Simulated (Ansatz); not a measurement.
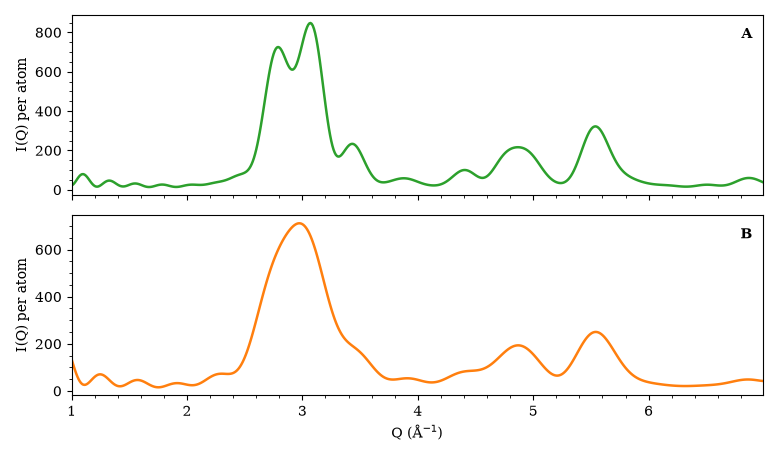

X-ray scattering of spheres cut from the crystal structure of V (P6_3/mmc, a = 2.631 Å, b = 2.631 Å, c = 9.121 Å, α = 90.00°, β = 90.00°, γ = 120.00°), calculated atom by atom with the Debye equation (B = 0.5 Å², no relaxation of the surface). It is based on the geometry relaxed with Ansatz, DFT r2SCAN, scalar-relativistic, plane waves, PAW; the starting structure was generated, so it need not be a known form of this composition.

> The spheres are 20 and 28 Å across. Which curve is which?

curve A: 28 Å (859 atoms); curve B: 20 Å (293 atoms). Peak widths go roughly as 2π/D, so the largest sphere has the sharpest peaks.

> Index the main peaks of the largest sphere.

Q ≈ 2.79 Å⁻¹: 004 + 101; Q ≈ 3.07 Å⁻¹: 102; Q ≈ 3.43 Å⁻¹: 103; Q ≈ 4.41 Å⁻¹: 105; Q ≈ 4.87 Å⁻¹: 110 + 106; Q ≈ 5.54 Å⁻¹: 114.
